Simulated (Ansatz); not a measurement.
## MnO: field-gradient calculation (part 1 of 2)

The run: field-gradient calculation of MnO (4 atoms in the cell). Method and program: DFT, PBEsol, PAW with Ansatz's default frozen-core files, scalar-relativistic, spin-polarised (Ansatz 0.2.0).

The structure derives from an entry of the Crystallography Open Database. It belongs to a series of runs on one base structure; here: equal xx and yy strain of -2 %, PAW files. Figures and captions count atoms from 1; the log counts them from 0 in places.

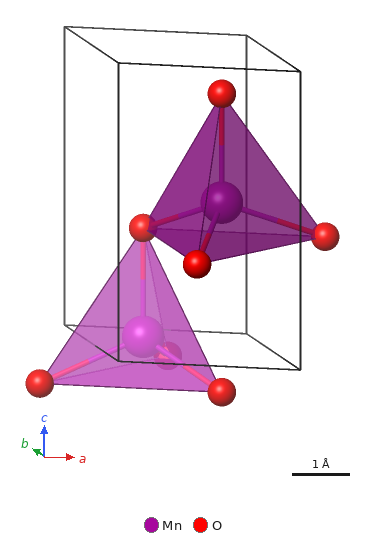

The input geometry (polyhedral view of the cell of the calculation, seen slightly off an axis; polyhedra are completed across the faces of the cell). An atom can appear more than once, as a periodic image.

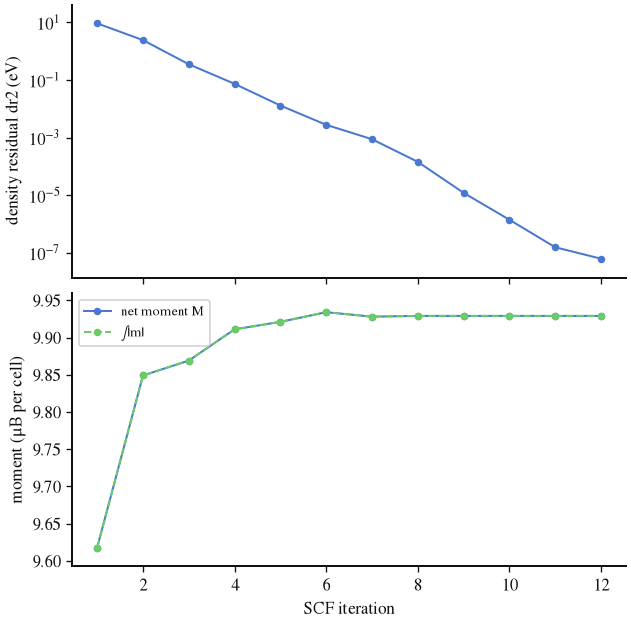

Convergence of the self-consistent field: density residual dr2 and magnetic moment against the SCF iteration. The residual falls at every step. The net moment goes from 9.6 to 9.9 μB per cell.

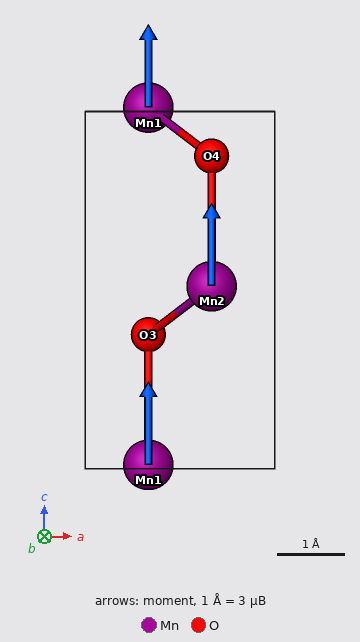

Magnetic moments of the sites as blue arrows (ball-and-stick view of the cell of the calculation, along the b axis; atoms are numbered from 1 in the order of the input); small moments hardly show. The run is collinear, so the axis drawn is arbitrary. Site moments: Mn1, Mn2 (3.80 μB); O3, O4 (0.23 μB). They are counted near the atoms and needn't add up to the moment of the cell.

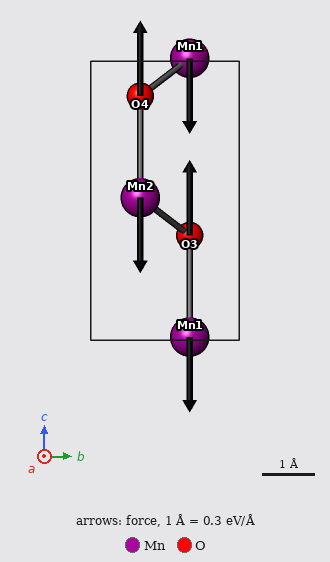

Forces on the atoms as black arrows (ball-and-stick view of the cell of the calculation, along the a axis; atoms are numbered from 1 in the order of the input). The largest act on O3, O4 (0.44 eV/Å); Mn1, Mn2 (0.44 eV/Å). The geometry is not a stationary point of this energy.

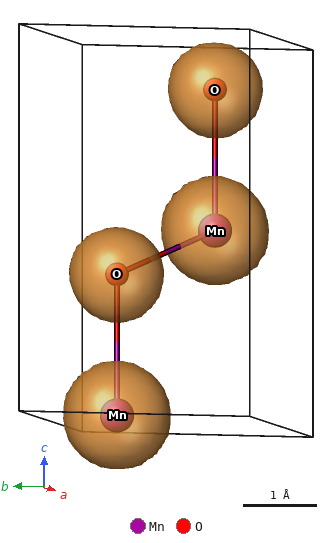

Isosurface of the valence pseudo-density at 1.5 e/Å³ (orange), seen at an oblique angle. Sticks mark near contacts. The outline is the cell set on symmetry axes. At this value the density breaks into separate islands; it holds about 70 % of the electrons treated as valence (semicore included). It is pinched off along the Mn–O (1.96 Å) and Mn–O (2.04 Å) contacts. On the grid the lowest density along these lines, outside the cores, is 0.66 e/Å³ (Mn–O, 1.96 Å) and 0.55 e/Å³ (Mn–O, 2.04 Å). In a PAW calculation such maps are meaningful between the atoms, not at the nuclei.

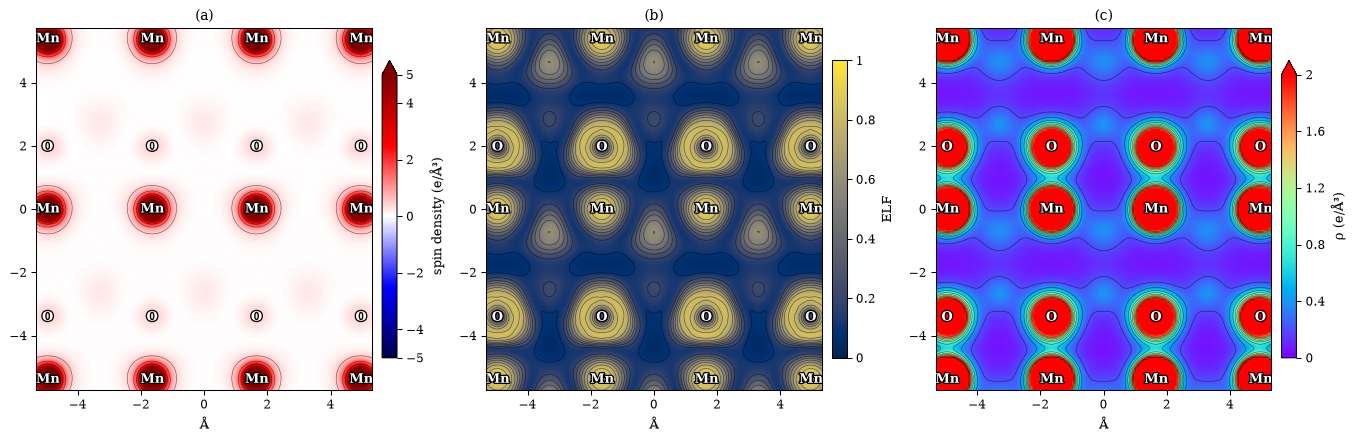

(a) magnetisation density (up minus down); (b) ELF; (c) valence charge density (pseudo) on the (100) plane of the conventional cell. Atoms in the plane: Mn and O. Mn–O (1.96 Å): ρ is about 0.66 e/Å³ halfway; the ELF is about 0.20 at the midpoint; a polar contact without a shared pair, in a metal. Away from the nuclei the density in this plane falls to 0.05 e/Å³ at its lowest. The strong features right at Mn lie inside the PAW spheres (semicore, d or f shells) and say nothing about bonding. The cell of the calculation (4 atoms) carries 9.9 μB net.

The input that produced these results follows, with the program's output.

**The input**
```yaml
crystal:
  lattice:
    - [3.3042669107, 0.0, 0.0]
    - [-1.6521334553, 2.8615790855, 0.0]
    - [0.0, 0.0, 5.3855]
  atoms:
    - { symbol: Mn, position: [0.3333333333, 0.6666666667, 0.01096], spin: 4.0 }
    - { symbol: Mn, position: [0.6666666667, 0.3333333333, 0.51096], spin: 4.0 }
    - { symbol: O, position: [0.3333333333, 0.6666666667, 0.37547] }
    - { symbol: O, position: [0.6666666667, 0.3333333333, 0.87547] }
magnetization:
  spin_polarized: true
kpoints:
  mp_grid: { grid: [14, 14, 8] }
scf:
  occupations: { method: fermi_dirac, width: 0.05 }
hamiltonian:
  xc: pbesol
  pseudopotentials: { kind: paw }
output:
  forces: true
  stress: true
  eigenvalues: true
  efg: { contact_densities: true }
  write_density: true
  write_potential: true
  elf: true
  volumetric_format: npy
```

Launch command:
```bash
ansatz run input.yaml --threads 1 --pin off --max-ram 6144MiB --backend cpu --events-out ev --progress --plain --runs-dir out
```

**What the program printed**
```
Engine: ansatz 0.2.0, x86_64-unknown-linux-gnu
Pseudopotentials: kind: paw
Pseudopotential: Mn, paw, valence charge 15, recommended cutoff 420 eV (normal), Mn.paw.azcp
Pseudopotential: O, paw, valence charge 6, recommended cutoff 420 eV (normal), O.paw.azcp
Functional definition: PBEsol
  exchange = pbesol_x
  correlation = pbesol_c
Crystal: 4 atoms, lattice volume = 50.922 Å³
Basis set: ecut = 420 eV, 1001 PW (Γ), exchange–correlation on 48×48×72 points (8 copies of the dense FFT grid, shifted against one another)
Bands: 30, of which v1, the nominal top of the filled ones, is band 21 counted from 1 (20 counted from 0)
Symmetry: 12 space group operations
Space group: P63mc (ITA 186), of the structure as read, at distance tolerance 3.7e-5 Å
Magnetic group: BNS 186.203 (UNI 1433), of the structure as read, at distance tolerance 3.7e-5 Å
k-points: 120 of 1568 (time reversal used)
Non-local potential: Mn, projectors of the file, l = 0: 3, l = 1: 2, l = 2: 3, l = 3: 1
Non-local potential: O, projectors of the file, l = 0: 2, l = 1: 2, l = 2: 1
PAW form: soft (Blöchl's): semilocal exchange-correlation on the pseudo side does not see the compensation charge
PAW frozen core: Mn, regenerated for the run's functional, and the local potential with it (the file was generated under x = pbe(κ = 0.804, μ = 0.2195149727645171), c = pbe(β = 0.06672455060314922))
PAW frozen core: O, regenerated for the run's functional, and the local potential with it (the file was generated under x = pbe(κ = 0.804, μ = 0.2195149727645171), c = pbe(β = 0.06672455060314922))
PAW one-centre angular grid: Mn, 590 points (default); XC on 64 Gauss nodes
PAW one-centre angular grid: O, 110 points (default); XC on 64 Gauss nodes
Initial density: superposition of atomic densities (chi_scale 0.1, normalization cell, long waves kept (reshape's long-wave potential 0.00 eV rms))
Starting moments: Σ|m| = 8 μB on 2 of 4 sites
Initial wavefunctions: pseudopotential atomic-orbital guess
Functional: x = pbesol(κ = 0.804, μ = 0.12345679012345678), c = pbesol(β = 0.046)
```
